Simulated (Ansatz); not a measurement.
# Carbon on nitrogen sites of a random wurtzite AlN–GaN alloy with 75 % Ga: site energy and Al neighbours in LDA

An impurity larger than the atom it replaces is usually expected to take the roomiest site. Carbon is slightly larger than nitrogen, so in an AlN–GaN alloy the rule sends it to the N sites with the longest bonds. The question matters for devices because carbon is a common residual impurity in nitride layers and acts there as an acceptor.

We compare six N sites of one hand-built random cell, each replaced by C in turn and relaxed in LDA with the cell neutral and its lattice fixed. Energies are per C atom and are measured from the lowest of the six, site 30; a positive value means a less favourable site.

## Computational details

One cell of 72 atoms: wurtzite AlN, 3 x 3 x 2 conventional cells, 27 of 36 Al sites given to Ga at random (x = 0.750), lattice by Vegard's rule (a = 3.17 Å, c = 5.134 Å); not relaxed, displaced by a Gaussian of 0.02 Å. The atoms were relaxed in DFT in the fixed cell. Then one N atom at a time was replaced by C and the atoms were relaxed again, in the neutral cell. Ansatz 0.2.0: Kohn-Sham DFT with LDA, PAW potentials, plane waves to 420 eV, k-points Γ alone, Fermi-Dirac smearing of 0.025 eV and collinear spin in the cells with C, Gaussian smearing of 0.05 eV and no spin polarisation in the cell without C, no spin-orbit coupling. Over all runs behind the table, occupations are smeared by 0.025 to 0.05 eV. Before the change, the relaxed cell without C has a density of 5.43 g/cm³, a pressure of -5.5 GPa and a spacing of 2.41 eV between highest filled and lowest empty level, and its k-points sample 8 Å along the shortest periodic direction. The same in all rows: bonded neighbours of the site before the change: 4.00; bonds in the whole cell after the relaxation (pairs nearer than 1.2 times the sum of covalent radii), less the fewest in the table: 0.00.

Notes on method and selection:

- Starting moments were set by rule and lower magnetic states weren't sought.
- Cells built by rule (random alloys, stacks, cuts and interfaces) are models; they needn't be known phases.
- All rows have the same composition, so no chemical potential enters.
- In spin-polarised runs the search for lower magnetic states was switched off, so they may not be ground states.
- Coordination, neighbours and distances describe the site before the change; the relaxation can make or break bonds.
- The axis was chosen among three site descriptors as the one that ranks the energies best, so a fit on it is flattered.
- Runs that did not converge, have known faults or may not be shown are not listed, and runs on Ansatz's PAW sets soft_1 and soft_2 are kept to separate tables.

Columns:

- bond length (Å): mean distance from the site to its bonded neighbours before the change.
- neighbours: the bonded neighbours.
- atoms in 6 Å: atoms within 6 Å of the site.
- largest move (Å): largest displacement of an atom in the relaxation.
- site energy (eV): free energy of the relaxed cell less that of the lowest site in the table.

Input lines of one member:

```
magnetization:
  spin_polarized: true
kpoints:
  mp_grid: { grid: [1, 1, 1] }
hamiltonian:
  xc: lda
scf:
  occupations: { method: fermi_dirac, width: 0.025 }
  lower_state_search: "off"
relax:
  f_tol: 0.05
  max_steps: 90
```

Command (options for logging and memory left out): `ansatz run input.yaml --threads 4 --backend cpu`

## Data

| member | bond length (Å) | neighbours | atoms in 6 Å | largest move (Å) | site energy (eV) |
| --- | --- | --- | --- | --- | --- |
| site 36 | 1.924 | Al3Ga | 82 | 0.04 | 0.879 |
| site 18 | 1.928 | Al2Ga2 | 78 | 0.05 | 0.586 |
| site 4 | 1.931 | Al2Ga2 | 79 | 0.06 | 0.583 |
| site 32 | 1.936 | AlGa3 | 81 | 0.05 | 0.318 |
| site 66 | 1.940 | Ga4 | 77 | 0.04 | 0.045 |
| site 30 | 1.945 | Ga4 | 80 | 0.04 | 0.000 |

site energy (eV) against bond length (Å):

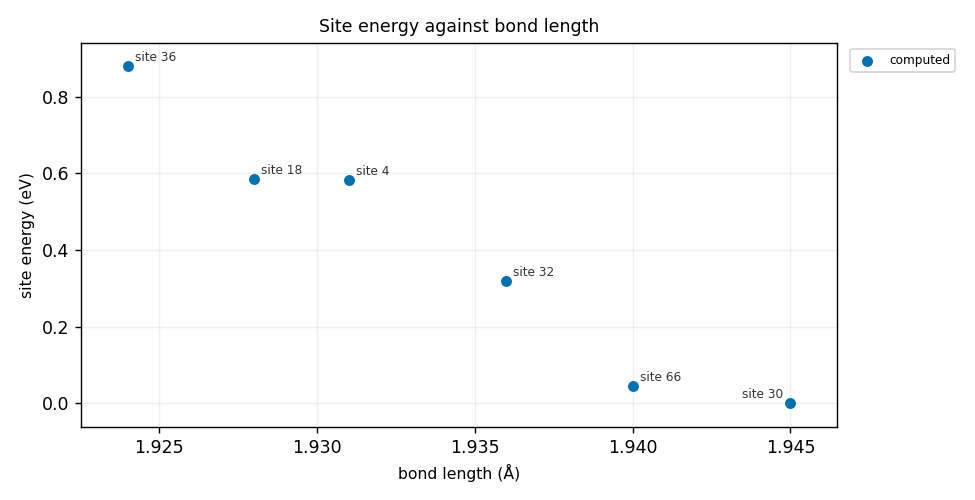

## Reading the trend

The site energy falls from 0.879 to 0.000 eV as the mean bond length grows from 1.924 to 1.945 Å, so the size rule gets the order right. Bond length alone doesn't account for the size of the steps, however. Across the whole table the energy falls by 0.879 / 0.021 = 41.9 eV/Å. Between the two sites with four Ga neighbours it falls by only 0.045 / 0.005 = 9 eV/Å, and between the two Al2Ga2 sites by about 1 eV/Å. Longer bonds mostly go with fewer Al neighbours, and the energy follows the neighbours.

A bond count describes this. We make three assumptions:

1. The energy of a cell is a sum of bond energies.
2. Replacing N by C changes only the four bonds of the site.
3. A bond energy $e$ depends only on the two elements joined, and is more negative for a stronger bond.

A site with $n$ Al and $4-n$ Ga neighbours loses its bonds to N and gains as many to C. The energy of the replacement is therefore, up to a constant common to all sites,

$$E(n) = n\,(e_{\mathrm{AlC}} - e_{\mathrm{AlN}}) + (4-n)\,(e_{\mathrm{GaC}} - e_{\mathrm{GaN}}).$$

Collecting the terms in $n$ leaves two parameters:

$$E(n) = E_0 + n\,w, \qquad w = (e_{\mathrm{AlC}} - e_{\mathrm{AlN}}) - (e_{\mathrm{GaC}} - e_{\mathrm{GaN}}).$$

$E_0$ is the energy of a site with four Ga neighbours, and $w$ is the extra cost of each Al neighbour. Chemistry suggests a positive $w$. Al binds more strongly than Ga to both N and C, but its advantage is greater with N, the more electronegative partner. Carbon therefore gives up more at an Al neighbour than at a Ga neighbour. The site energies fix only the combination $w$, not the four bond energies in it.

## Testing the model

We fix the model on the two ends of the table. Site 30 has no Al neighbour and gives $E_0$ = 0.000 eV. Site 36 has three, which gives $w$ = (0.879 − 0.000) / 3 = 0.293 eV per Al neighbour. The other four sites follow, with each difference taken as table less model:

- **Site 66**, no Al neighbour: 0.000 + 0 × 0.293 = 0.000 eV. The table has 0.045 eV, a difference of +0.045 eV.
- **Site 32**, one Al neighbour: 0.000 + 1 × 0.293 = 0.293 eV. The table has 0.318 eV, a difference of +0.025 eV.
- **Site 4**, two Al neighbours: 0.000 + 2 × 0.293 = 0.586 eV. The table has 0.583 eV, a difference of −0.003 eV.
- **Site 18**, also two Al neighbours: again 0.586 eV, which is the value in the table.

The mean miss is (0.045 + 0.025 + 0.003 + 0.000) / 4 = 0.018 eV. The same four energies scatter about their own mean by 0.20 eV on average, so the count of Al neighbours carries nearly all of the variation.

A straight line in bond length through the same two end sites does less well. For site 18 it gives (1.945 − 1.928) × 41.9 = 0.71 eV against 0.586 eV, and for site 66 it gives (1.945 − 1.940) × 41.9 = 0.21 eV against 0.045 eV. Its mean miss over the four sites is about 0.09 eV, even though bond length was chosen as the axis because it ranks these energies best.

## Members off the line

The largest departure is that of site 66, which lies 0.045 eV above site 30 although both have four Ga neighbours. The model must give such a pair the same energy, so the assumption that only the four bonds of the site matter fails here at the level of a few hundredths of an eV. More distant cations and local strain are possible causes. The shorter bonds of site 66 have the right sign for a small size effect. Sampling at Γ alone could also contribute.

The +0.025 eV of site 32 comes largely from the choice of reference site. If site 66 replaces site 30 in fixing the model, $w$ becomes (0.879 − 0.045) / 3 = 0.278 eV, and site 32 is put at 0.045 + 0.278 = 0.323 eV, only 0.005 eV above the table. We therefore attach no separate cause to it.

Spin doesn't distinguish the sites, since every cell with C holds one unpaired electron.

## Rules of thumb and their limits

For neutral carbon in this cell, each Al neighbour in place of Ga raises the site energy by about 0.29 eV, over the range from none to three Al neighbours. The bond count suggests why carbon prefers Ga-rich surroundings: exchanging bonds to N for bonds to C costs less at a Ga neighbour than at an Al neighbour. Room appears to be a minor factor, though bond length and Al count vary together here and can't be fully separated. The evidence is six sites of a single random arrangement.

One omitted effect is charge. In n-type material carbon on a nitrogen site takes up an electron, which lowers its formation energy by the distance from the acceptor level up to the Fermi level. If the acceptor level were the same at every site, this would favour carbon everywhere alike and leave the order unchanged. The level may depend on the neighbours, however, so the step per Al neighbour could differ for charged carbon. Another limit is LDA itself, which tends to spread out the hole that neutral carbon leaves and may alter the step as well.

[Logs are printed without paths, hosts, clocks, repeated set-up lines and the standing remarks that a program may print on its own settings, such as how far it seeks lower states.]
